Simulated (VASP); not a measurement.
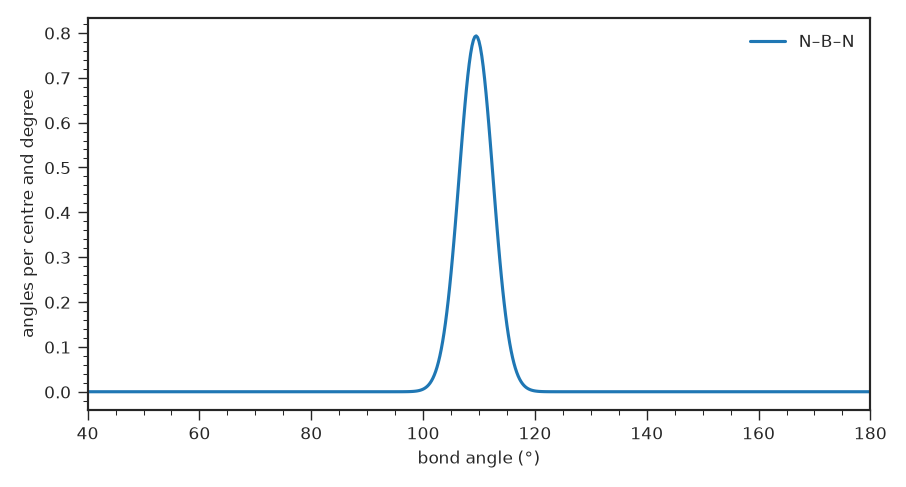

Bond-angle distributions computed from the structure of BN; each angle is a Gaussian of σ = 3.0°. Bonds counted: B–N up to 1.80 Å. Basis of the simulation: a cell listed in the Materials Project, as set up for an electronic-structure calculation.

> Give the groups of angles for each curve.

N–B–N: 109–110° (6 per centre)

> What coordination geometry do the angles point to, counting the bonds named above alone?

B has 4 N neighbours in a tetrahedral arrangement.

The structure has space group P6_3mc (No. 186); other forms of this composition would give other results.
